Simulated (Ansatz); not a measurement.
```
Ga N
1.0
     3.18373    0.00000    0.00000
    -1.59187    2.75719    0.00000
     0.00000    0.00000    5.17646
Ga N
2 2
Direct
  0.66667 0.33333 0.49888
  0.33333 0.66667 0.99888
  0.66667 0.33333 0.87612
  0.33333 0.66667 0.37612
```

Space group P6₃mc.

Theory: Kohn-Sham DFT of a periodic cell, PBE0, Ansatz PAW in Ansatz 0.2.0.

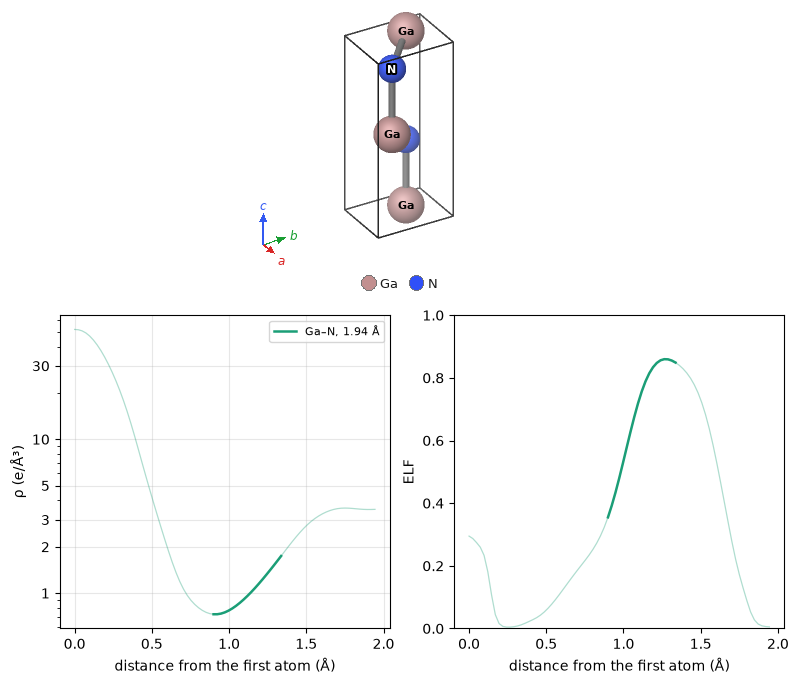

GaN. Valence pseudo-density and electron localisation function along straight lines between neighbouring atoms. Thin, pale parts lie inside the atomic spheres. The structure is drawn too.

The density is the valence pseudo-density of a PAW calculation; it isn't the true density close to the nuclei.

What can be read from the curves?

Ga–N (1.94 Å): the density is about 0.75 e/Å³ at the midpoint; the ELF peaks at about 0.85 in the valence shell of N, 0.7 Å from its nucleus, and is about 0.50 at the midpoint.
